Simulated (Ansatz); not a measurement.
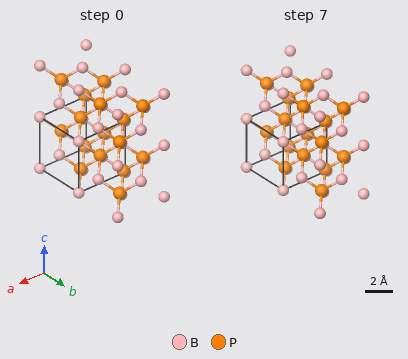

The structure of solid BP (set up in F-43m) before (left) and after (right) a relaxation, at one scale.

The picture is a ball-and-stick view of the conventional cell (4 times the calculation's cell), repeated 1 × 2 × 2 with one cell outlined, seen from a free direction. Lengths and directions refer to the drawn axes.

Case: relaxed at 40 GPa.

The calculation used DFT PBE, scalar-relativistic, plane waves, PAW (Ansatz 0.2.0).

Input
```yaml
crystal:
  lattice:
    - [0.0, 2.2741905837, 2.2741905837]
    - [2.2741905837, 0.0, 2.2741905837]
    - [2.2741905837, 2.2741905837, 0.0]
  atoms:
    - { symbol: B, position: [0.0, 0.0, 0.0] }
    - { symbol: P, position: [0.75, 0.75, 0.75] }
basis:
  ecutwfc: 420
kpoints:
  mp_grid: { grid: [10, 10, 10] }
hamiltonian:
  xc: pbe
scf:
  occupations: { method: fixed }
output:
  forces: true
  stress: true
  eigenvalues: true
relax:
  adjacent_minimum: "off"
  f_tol: 0.001
  max_steps: 60
  cell: { stress_tol: 0.02, p_target: 40.0 }
```

Run as
```bash
ansatz run input.yaml --threads 1 --pin off --max-ram 3072MiB --backend cpu --events-out ev --progress --plain --runs-dir out
```

Question: Summarise the run.

Answer: No atom moves by more than 0.005 Å relative to the cell. The drawn cell changes as follows: a = b = c 4.548 → 4.288 Å (−5.7 %); the volume changes by −16.2 %. Among the contacts that change: B1–P2 1.970 → 1.857 Å. The space group stays F-43m (No. 216). The energy rises by 207 meV per atom in 5 accepted moves (7 points after the start). With the target pressure of 40 GPa, the enthalpy E + pV changes by −269 meV per atom. All forces vanish by symmetry, so only the cell relaxes. Pressure: 0.01 GPa at the start and 40.00 GPa at the end. At 2 points the geometry stayed and the basis and grid were re-selected for the new cell (energy shift of 0.8 meV per atom at most each time).
